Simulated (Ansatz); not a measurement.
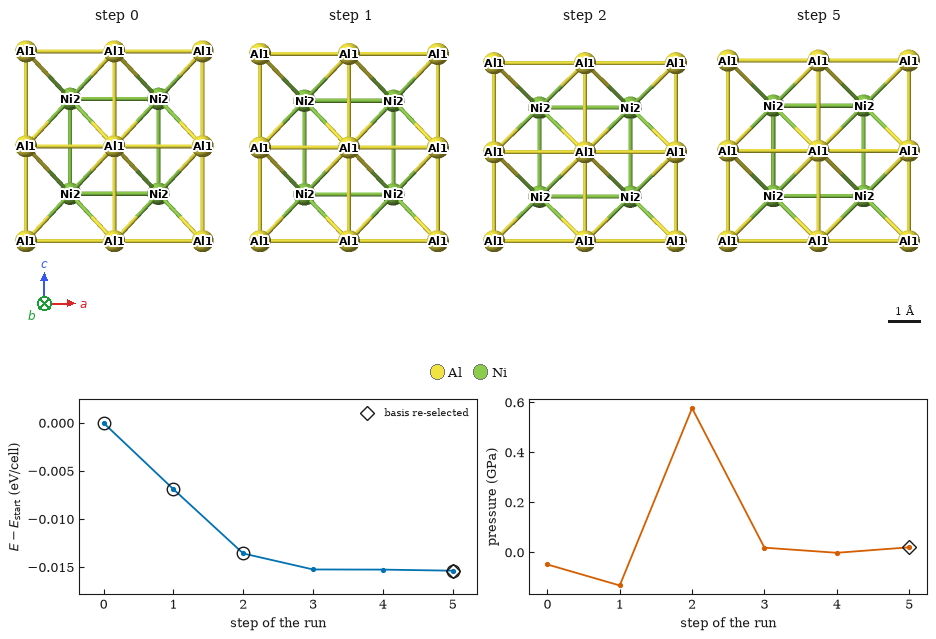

Frames of a relaxation of a crystal of AlNi (built on the database_65 type), marked on the history of the run. Style: ball-and-stick. Shown: the cell of the calculation, repeated 2 × 1 × 2 with one cell outlined, along the b axis.

Case: structure listed in a database for this formula (Cmmm, No. 65).

These are results of DFT PBE, scalar-relativistic, plane waves, PAW (Ansatz), not measurements.

Input
```yaml
crystal:
  lattice:
    - [2.8259528775, 0.0, 0.0]
    - [0.0, 2.8259528775, 0.0]
    - [0.0, 0.0, 3.0366568006]
  atoms:
    - { symbol: Al, position: [0.0, 0.0, 0.0] }
    - { symbol: Ni, position: [0.5, 0.5, 0.5] }
basis:
  ecutwfc: 420
kpoints:
  mp_grid: { grid: [20, 20, 18] }
hamiltonian:
  xc: pbe
scf:
  occupations: { method: gaussian, width: 0.1 }
output:
  forces: true
  stress: true
  eigenvalues: true
relax:
  adjacent_minimum: "off"
  f_tol: 0.01
  max_steps: 80
  cell: { stress_tol: 0.05 }
```

Run as
```bash
ansatz run input.yaml --threads 1 --pin off --max-ram 2560MiB --backend cpu --events-out ev --progress --plain --runs-dir out
```

Question: What happens along the run?

Answer: After 4 accepted moves (5 points after the start) the energy has fallen by 15.4 meV per cell of the calculation. All forces vanish by symmetry, so only the cell relaxes. The pressure goes from −0.05 to 0.02 GPa. At 1 point the geometry stayed and the basis and grid were re-selected for the new cell (energy shift of 0.1 meV per cell of the calculation at most each time). The atoms keep their places relative to the cell (all moves are under 0.005 Å). Cell: a = b 2.826 → 2.894 Å (+2.4 %), c 3.037 → 2.890 Å (−4.8 %). Volume −0.2 %. Near-neighbour distances that change, for instance: Ni2–Ni2 3.037 → 2.890 Å, Al1–Al1 3.037 → 2.890 Å, Al1–Al1 (another image) 2.826 → 2.894 Å, Ni2–Ni2 (another image) 2.826 → 2.894 Å. The space group (tolerance 0.01 Å) goes from P4/mmm (No. 123) to Pm-3m (No. 221). From step 0 to 1: energy −6.9 meV per cell of the calculation. From step 1 to 2: volume −0.5 %, energy −6.7 meV per cell of the calculation. From step 2 to 5: volume +0.4 %, energy −1.8 meV per cell of the calculation.

```csv
step,"E − E(0), meV/atom","pressure, GPa","volume, Å³/atom",note
0,0.00,-0.05,12.125,
1,-3.44,-0.13,12.124,
2,-6.78,0.58,12.062,
3,-7.61,0.02,12.104,
4,-7.62,0.00,12.105,
5,-7.68,0.02,12.105,"same geometry, new basis"
```
